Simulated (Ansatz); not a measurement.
Ge: single-point calculation (part 1 of 2)

Ge (16 atoms in the cell), computed with DFT PBEsol, scalar-relativistic, plane waves, PAW, no spin polarisation (Ansatz 0.2.0).

The structure derives from a Materials Project entry. It belongs to a series of runs on one base structure; here: last frame at 300 K on a finer mesh. Figures and captions count atoms from 1; the log counts them from 0 in places.

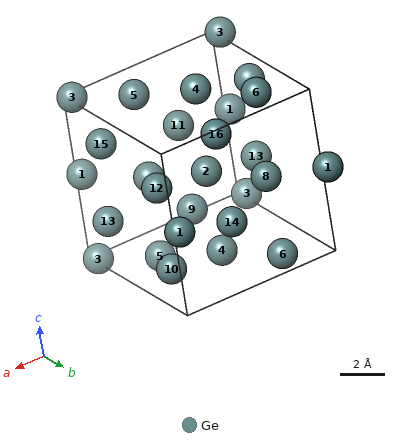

**Figure 1.** The structure (spheres-only view of the cell of the calculation, seen at an oblique angle; atoms are numbered from 1 in the order of the input). An atom can appear more than once, as a periodic image.

**Input**
```yaml
crystal:
  lattice:
    - [3.8346499005, 0.0, -6.3112212359]
    - [3.8346499005, 0.0, 6.3112212359]
    - [-3.8346499005, -6.641808457, 0.0]
  atoms:
    - { symbol: Ge, position: [0.9771432913, 0.0260352291, 0.5179373624] }
    - { symbol: Ge, position: [0.4967659797, 0.577064406, 0.5400903533] }
    - { symbol: Ge, position: [0.9820130983, 0.0652638661, 0.0113106724] }
    - { symbol: Ge, position: [0.4561346937, 0.5352862349, 0.0191135681] }
    - { symbol: Ge, position: [0.7092889365, 0.2816933482, 0.9957384848] }
    - { symbol: Ge, position: [0.2248595469, 0.7963576066, 0.998395892] }
    - { symbol: Ge, position: [0.7041121164, 0.2859754286, 0.4841091114] }
    - { symbol: Ge, position: [0.2271103599, 0.7582302004, 0.4644634409] }
    - { symbol: Ge, position: [0.4497695192, 0.2616650826, 0.1732190213] }
    - { symbol: Ge, position: [0.9263032538, 0.7739019655, 0.1787335115] }
    - { symbol: Ge, position: [0.4243952315, 0.2146114997, 0.665007527] }
    - { symbol: Ge, position: [0.9102778891, 0.7273724979, 0.6568550007] }
    - { symbol: Ge, position: [0.0251394822, 0.320916364, 0.3509678427] }
    - { symbol: Ge, position: [0.5407285923, 0.8509387705, 0.3430185758] }
    - { symbol: Ge, position: [0.9988251028, 0.3390114349, 0.8278570218] }
    - { symbol: Ge, position: [0.5485623118, 0.8472291951, 0.8886256264] }
basis:
  ecutwfc: 420
kpoints:
  mp_grid: { grid: [6, 6, 6] }
hamiltonian:
  xc: pbesol
scf:
  occupations: { method: fermi_dirac, width: 0.05 }
output:
  forces: true
  stress: true
  eigenvalues: true
  populations: true
  write_density: true
  write_potential: true
  elf: true
  volumetric_format: npy
```

Command:
```bash
ansatz run input.yaml --threads 4 --pin off --max-ram 9216MiB --backend cpu --events-out ev --progress --plain --runs-dir out
```

**The program's output**
```
Engine: ansatz 0.2.0, x86_64-unknown-linux-gnu
Pseudopotentials: kind: paw
Pseudopotential: Ge, paw, valence charge 14, recommended cutoff 420 eV (normal), Ge.paw.azcp
Functional definition: PBEsol
  exchange = pbesol_x
  correlation = pbesol_c
Crystal: 16 atoms, lattice volume = 321.481 Å³
Basis set: ecut = 420 eV, 6271 PW (Γ), exchange–correlation on 100×100×108 points (8 copies of the dense FFT grid, shifted against one another)
Bands: 135, of which v1, the nominal top of the filled ones, is band 112 counted from 1 (111 counted from 0)
Symmetry: 1 space group operations
Space group: P1 (ITA 1), of the structure as read, at distance tolerance 6.9e-5 Å
k-points: 112 of 216 (time reversal used)
Non-local potential: Ge, projectors of the file, l = 0: 2, l = 1: 2, l = 2: 3, l = 3: 1
PAW form: soft (Blöchl's): semilocal exchange-correlation on the pseudo side does not see the compensation charge
PAW frozen core: Ge, regenerated for the run's functional, and the local potential with it (the file was generated under x = pbe(κ = 0.804, μ = 0.2195149727645171), c = pbe(β = 0.06672455060314922))
PAW one-centre angular grid: Ge, 590 points (default); XC on 64 Gauss nodes
Initial density: superposition of atomic densities (neutral atoms: chi_scale 0, normalization atom), corrected by the library's trained network
Initial wavefunctions: pseudopotential atomic-orbital guess
Functional: x = pbesol(κ = 0.804, μ = 0.12345679012345678), c = pbesol(β = 0.046)
SCF iter   1: F=—  HF=-68051.813407 eV  |F-HF|=—  |Δ(HF+E_count)|=         —  Δρ=2.44e-3  dr2=2.22e-2  ethr=1.77e-3  ⟨swp⟩=5.9  Hψ=53368  notcnv=0  defer=170
preconditioner: auto → Kerker (q_TF=auto, 2.569 Å⁻¹)  [metal: Δε(μ)=0.002 eV  Ē_g=22.094 eV  σ=0.050 eV  W_gap=0.01  n_scr=90 (ndim 8)  ℏωp=31.0 eV  f_vac=0.003  D(μ)=7.23/eV (n_scr^D=46)]
SCF iter   2: F=—  HF=-68051.801038 eV  |F-HF|=—  |Δ(HF+E_count)|=   1.24e-2  Δρ=1.42e-3  dr2=8.62e-3  ethr=9.89e-6  ⟨swp⟩=2.0  Hψ=30039  notcnv=0  defer=755
SCF iter   3: F=—  HF=-68051.799872 eV  |F-HF|=—  |Δ(HF+E_count)|=   1.17e-3  Δρ=4.86e-4  dr2=1.21e-3  ethr=3.85e-6  ⟨swp⟩=2.0  Hψ=16352  notcnv=0  defer=755
SCF iter   4: F=—  HF=-68051.799693 eV  |F-HF|=—  |Δ(HF+E_count)|=   1.79e-4  Δρ=1.12e-4  dr2=5.74e-5  ethr=5.40e-7  ⟨swp⟩=2.0  Hψ=17379  notcnv=0  defer=755
SCF iter   5: F=—  HF=-68051.799653 eV  |F-HF|=—  |Δ(HF+E_count)|=   4.01e-5  Δρ=5.22e-5  dr2=1.39e-5  ethr=2.56e-8  ⟨swp⟩=2.0  Hψ=26392  notcnv=0  defer=755
SCF iter   6: F=—  HF=-68051.799646 eV  |F-HF|=—  |Δ(HF+E_count)|=   7.48e-6  Δρ=2.16e-5  dr2=2.65e-6  ethr=6.19e-9  ⟨swp⟩=2.0  Hψ=26404  notcnv=0  defer=755
SCF iter   7: F=—  HF=-68051.799645 eV  |F-HF|=—  |Δ(HF+E_count)|=   1.22e-7  Δρ=5.75e-6  dr2=2.26e-7  ethr=1.18e-9  ⟨swp⟩=3.0  Hψ=30048  notcnv=0  defer=755
SCF iter   8: F=-68051.799645 eV  HF=-68051.799645 eV  |F-HF|=2.44e-8  |Δ(HF+E_count)|=   3.86e-8  Δρ=2.37e-6  dr2=2.44e-8  ethr=4.46e-11  ⟨swp⟩=11.5  Hψ=97761  notcnv=0
SCF 1 converged in 8 iterations: F = -68051.799645 eV  dr2 = 2.44e-8
  greatest PAW one-centre occupation: 0.998 electrons in one spin orbital (limit 2), on the Ge atom at site 1 (counted from 0), in its partial waves of l = 2
```

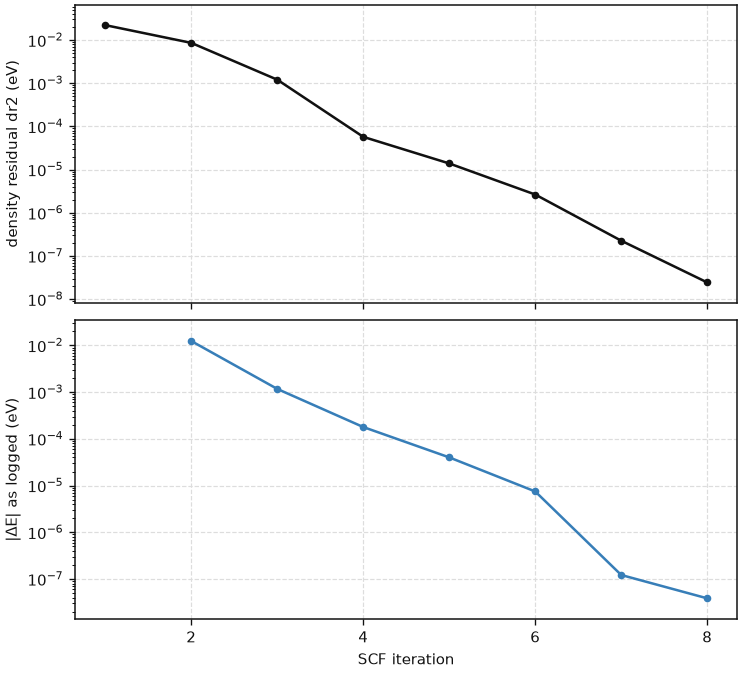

**Figure 2.** Convergence of the self-consistent field: density residual dr2 and size of the energy change against the SCF iteration. The residual falls at every step.

```
SCF converged after 8 iterations
Free energy (F): -68051.799645 eV
Harris-Foulkes:  -68051.799645 eV  (|F-HF|=2.44e-8)
Internal energy: -68051.739259 eV  (E = F + TS)
E sigma→0 (E₀):  -68051.769452 eV
Entropy (-TS):   -0.060386 eV (-3.774 meV/atom)
Fermi energy:    9.846459 eV
--- Per-component energies (eV) ---
  E_band       = -2063.095237
  E_kinetic    = 1772.438892
  E_local      = -36138.100623  (includes V_loc(G=0)·N_el)
  E_nonlocal   = 6685.981313
  E_hartree    = 15796.614094
  E_xc         = -1200.233514
  E_vxc        = -1035.333721  (∫ρ·V_xc dr)
  E_paw        = -31627.386606  (= ΣΔE_a)
  E_vpaw       = -4941.324750  (= ΣTr[D̂ρ^β])
  E_aug_tail   = 0.004744  (compensation charges beyond the density's cutoff)
  E_ewald      = -23355.744538
  E_core_change = 14.686980  (= ΣΔE_core)
  E_smearing   = -0.060386  (= −TS)
  E_closure    = -0.000000  (closes the sum)
  Σ components = -68051.799645   (vs F -68051.799645, Δ=0.00e0)
--- Forces (eV/Å), atoms counted from 1 ---
  atom   1  Ge     0.25477578    -0.25623340     0.00326859
  atom   2  Ge    -0.64052219     0.11501310     0.38905114
  atom   3  Ge     0.24844008    -0.05805575    -0.35988476
  atom   4  Ge     0.13098455     0.17319814    -0.10578426
  atom   5  Ge     0.36382495    -0.12958371     0.07150048
  atom   6  Ge    -0.13220064     0.03138232     0.39683087
  atom   7  Ge    -0.04880220    -0.29992973    -0.22739546
  atom   8  Ge    -0.05768758    -0.37694844     0.37455747
  atom   9  Ge    -0.45212189     0.12676347     0.25233363
  atom  10  Ge    -0.14056223     0.34533430    -0.40515224
  atom  11  Ge     0.11848437     0.07412448     0.08732088
  atom  12  Ge     0.62718932    -0.54021752    -0.42165107
  atom  13  Ge     0.07484203    -0.06292166    -0.02417945
  atom  14  Ge    -0.27930730     0.13114978     0.00720609
  atom  15  Ge     0.05458590    -0.06524064    -0.14339581
  atom  16  Ge    -0.12192601     0.79216503     0.10537575
  max |Σ_I F_I| component: 3.06e-6 eV/Å
--- Stress (GPa, compression-positive) ---
       -0.762456      -0.000767      -0.128546
       -0.000767      -1.043414       0.339343
       -0.128546       0.339343      -0.835317
  P = ⅓ Tr σ = -0.8804 GPa (-8.804 kbar)
--- Band table (eV; the first three rows and the last of 112) ---
  k-point 0: bands = ["-14.8613", "-14.8573", "-14.8420", "-14.8362", "-14.8308", "-14.8241", "-14.8195", "-14.8123", "-14.8065", "-14.8000", "-14.7972", "-14.7966", "-14.7796", "-14.7779", "-14.7727", "-14.7707", "-14.7679", "-14.7629", "-14.7613", "-14.7561", "-14.7518", "-14.7460", "-14.7427", "-14.7403", "-14.7367", "-14.7347", "-14.7320", "-14.7275", "-14.7254", "-14.7245", "-14.7211", "-14.7191", "-14.7158", "-14.7147", "-14.7122", "-14.7111", "-14.7063", "-14.7055", "-14.7018", "-14.7001", "-14.6986", "-14.6950", "-14.6939", "-14.6914", "-14.6896", "-14.6893", "-14.6864", "-14.6820", "-14.6813", "-14.6800", "-14.6794", "-14.6740", "-14.6725", "-14.6700", "-14.6680", "-14.6654", "-14.6641", "-14.6616", "-14.6599", "-14.6578", "-14.6564", "-14.6516", "-14.6500", "-14.6457", "-14.6373", "-14.6354", "-14.6305", "-14.6287", "-14.6247", "-14.6141", "-14.6121", "-14.6040", "-14.5968", "-14.5933", "-14.5865", "-14.5832", "-14.5741", "-14.5654", "-14.5521", "-14.5372", "-3.0872", "-0.6053", "0.0307", "0.1641", "0.3138", "0.4058", "0.5596", "0.6719", "0.9110", "1.6141", "1.9244", "2.0630", "2.1603", "2.9747", "3.5690", "4.7716", "5.8455", "7.1257", "7.7166", "7.8780", "7.9224", "7.9466", "8.0729", "8.0988", "8.1921", "8.2989", "8.5248", "8.7768", "8.8419", "8.8926", "8.9084", "9.3384", "9.8469", "10.1881", "10.5735", "10.9358", "10.9875", "11.0915", "11.2059", "11.4195", "11.9292", "12.1142", "12.4335", "12.5886", "12.7530", "12.8563", "12.9310", "13.1419", "13.8401", "14.0575", "14.5657", "15.0753", "15.2211", "15.4027", "15.4488"]
```
